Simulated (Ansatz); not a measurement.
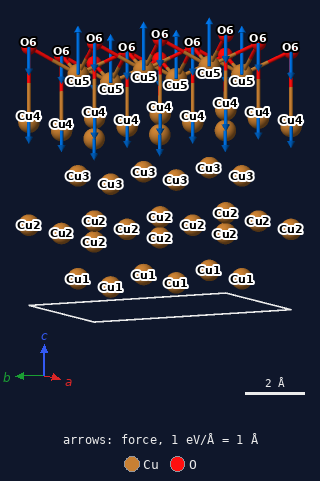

Starting geometry of a slab of composition Cu5O (cut from the Fm-3m phase) with the computed forces as blue arrows. The picture is a ball-and-stick view of the 2 × 3 repeat of the cell, outlined in the plane, without the vacuum, seen from a free direction.

Case: O put over a Cu atom of a lower plane. The slab is the (1 0 0) face of Cu with O on it. 2 atoms are held fixed.

Theory: DFT PBEsol, scalar-relativistic, plane waves, PAW (Ansatz). Settings: plane-wave cutoff 420 eV; k-point mesh 11 × 11 × 1; occupations gaussian; smearing width 0.1 eV; no spin polarisation; dipole correction; atoms relaxed in a fixed cell; force threshold 0.03 eV/Å; at most 70 steps.

Q: What follows when this structure is relaxed?

A: It isn't relaxed: the largest force vector, on Cu5, is 1.70 eV/Å. The final displacements follow the starting forces only in part (cosine between the two patterns 0.85). After 5 geometry steps the energy has fallen by 0.266 eV per cell of the calculation. Largest force component: 1.7 eV/Å at the start, 0.0018 eV/Å at the end. The largest move is that of Cu5, 0.31 Å along the normal (+c). By element the largest moves are Cu 0.31 Å, O 0.01 Å. The cell stays as it was. Near-neighbour distances that change, for instance: Cu4–Cu5 2.479 → 2.721 Å, Cu5–O6 1.987 → 1.866 Å, Cu3–Cu4 2.523 → 2.502 Å, Cu4–O6 2.604 → 2.611 Å. Bond angles that change, for instance: O6–Cu5–O6 127.4° → 145.4°, Cu5–O6–Cu5 127.4° → 145.4°, O6–Cu5–O6 78.7° → 84.9°. The run took 110 s on 1 thread of Intel(R) Xeon(R) 6975P-C (Granite Rapids), with other jobs on the host, peak memory 0.51 GiB.

Limits of the set-up: the cell has an odd number of electrons but was run without spin polarisation; the periodic images lie only 2.5 Å apart, so the values are limited by the cell's size.
